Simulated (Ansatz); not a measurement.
AlCo (interface cell)

```
CELL_PARAMETERS angstrom
2.85190 0.00000 0.00000
0.00000 4.03320 0.00000
0.00000 0.00000 16.56653
ATOMIC_POSITIONS crystal
Al 0.00000 0.00000 0.00703
Al 0.00000 0.50000 0.12484
Co 0.50000 0.50000 0.00284
Co 0.50000 0.00000 0.12833
Al 0.00000 0.00000 0.25016
Al 0.00000 0.50000 0.36797
Co 0.50000 0.50000 0.24667
Co 0.50000 0.00000 0.37216
Co 0.00000 0.00000 0.50284
Co 0.00000 0.50000 0.62833
Al 0.50000 0.50000 0.50703
Al 0.50000 0.00000 0.62484
Co 0.00000 0.00000 0.74667
Co 0.00000 0.50000 0.87216
Al 0.50000 0.50000 0.75016
Al 0.50000 0.00000 0.86797
```

Computed without spin polarisation.

Level of theory: Ansatz, DFT PBE, scalar-relativistic, plane waves, PAW.

What will maps of the valence pseudo-density and electron localisation function show?

Al–Co (2.47 Å): ρ is about 0.32 e/Å³ halfway; the ELF is about 0.40 at the midpoint.
Al–Al (2.85 Å): ρ is about 0.25 e/Å³ halfway; the ELF reaches about 0.50 near the midpoint.

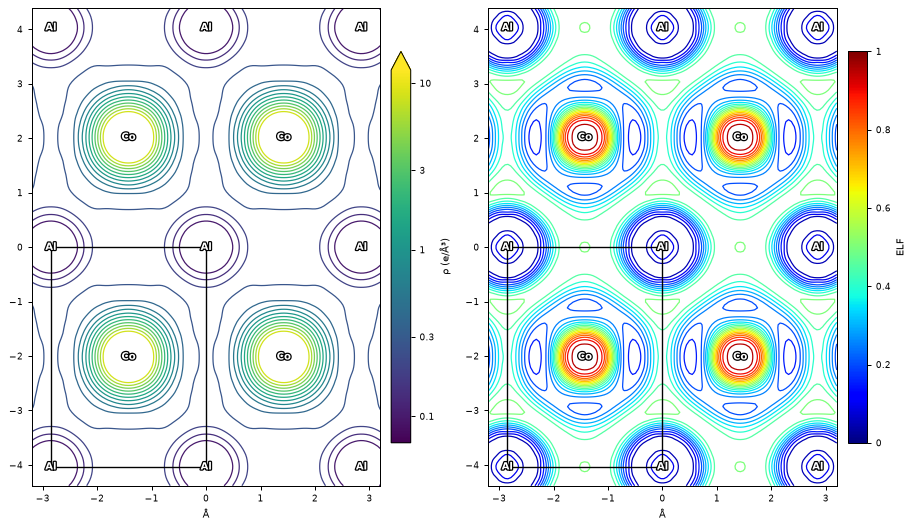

Computed valence pseudo-density and electron localisation function on the (001) plane of the calculation cell, in this order. 

In a PAW calculation such maps are meaningful between the atoms, not at the nuclei.
